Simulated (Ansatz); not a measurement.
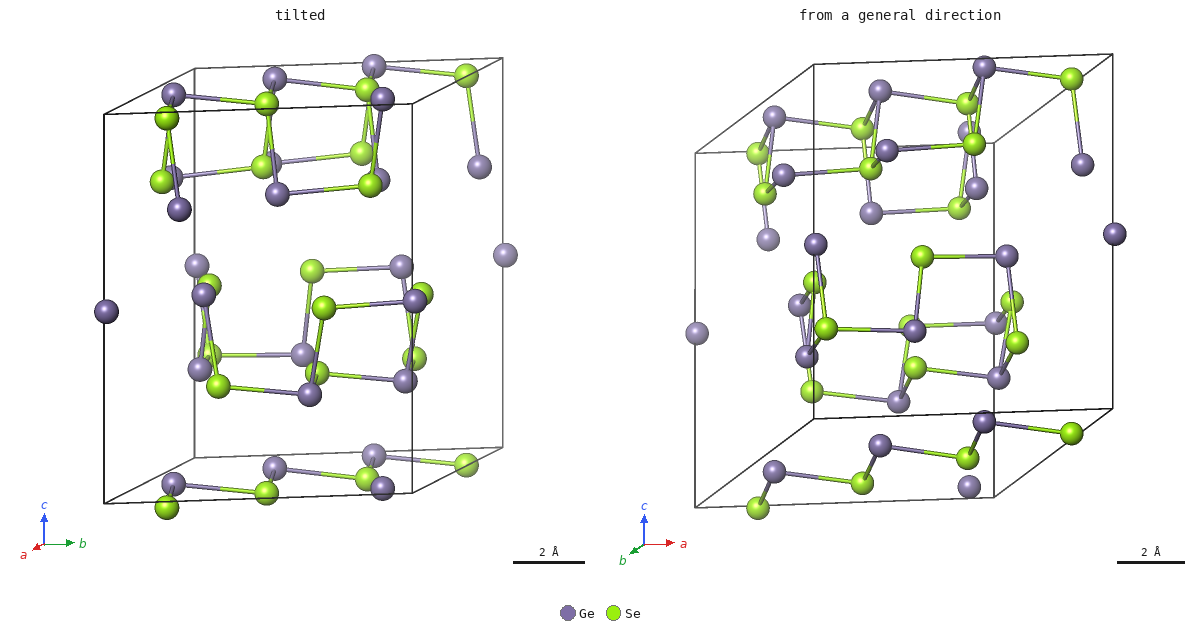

Figure: ball-and-stick view slightly off an axis and from a general direction. The frame is the supercell; atoms at its boundary are shown with their periodic copies. The host is GeSe, in a cell of 32 sites, and the cell carries a charge of -3.

Question: What imperfection does the supercell contain?

Answer: A germanium vacancy. Around the empty site lie three Se at about 2.7 Å.

Results below were computed with DFT PBE, scalar-relativistic, plane waves, PAW in Ansatz 0.2.0; the settings were a basis cut at 420 eV, a 2×2×2 k-point mesh, Gaussian smearing of 0.01 eV, collinear spins.

Question: Is there a net moment in the defective cell?

Answer: No net moment.

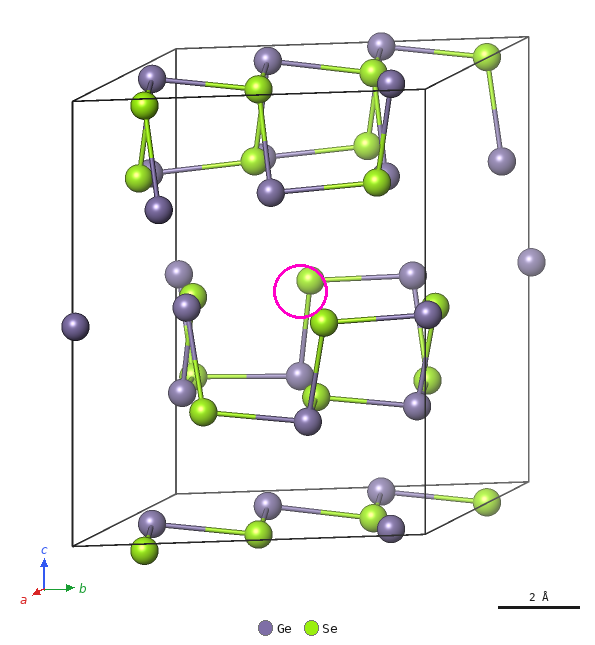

The same cell with a ring at the defect's site.

The atoms were relaxed in the host's cell with Ansatz, DFT PBE, scalar-relativistic, plane waves, PAW.
